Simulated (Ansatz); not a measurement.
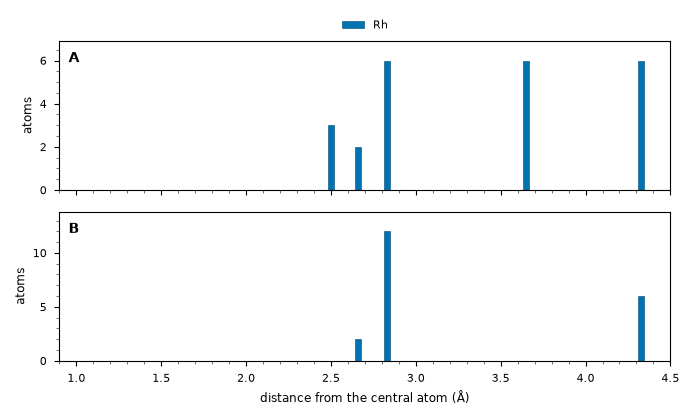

Neighbour shells computed from the structure of Rh: each bar gives the number of atoms of one element at one distance (within 0.03 Å) from a central atom. Basis of the simulation: the end point of a relaxation with Ansatz, DFT, r2SCAN, plane waves (500 eV) with PAW, scalar-relativistic; the starting structure was generated, so it need not be a known form of this composition.

```
a = 4.327 Å, b = 4.327 Å, c = 2.658 Å, α = 90.00°, β = 90.00°, γ = 120.00°
Rh1  0.0000  0.0000  0.0000
Rh2  0.3333  0.6667  0.5000
Rh3  0.6667  0.3333  0.5000
```

Question: Which atom of the list is the centre of each panel?

Answer: panel A: Rh2 (or an equivalent site: Rh3); panel B: Rh1.

Question: List the closest shells (up to six) of each central atom.

Answer: Panel A: 3 Rh at 2.50 Å, 2 Rh at 2.66 Å, 6 Rh at 2.83 Å, 6 Rh at 3.65 Å, 6 Rh at 4.33 Å
Panel B: 2 Rh at 2.66 Å, 12 Rh at 2.83 Å, 6 Rh at 4.33 Å
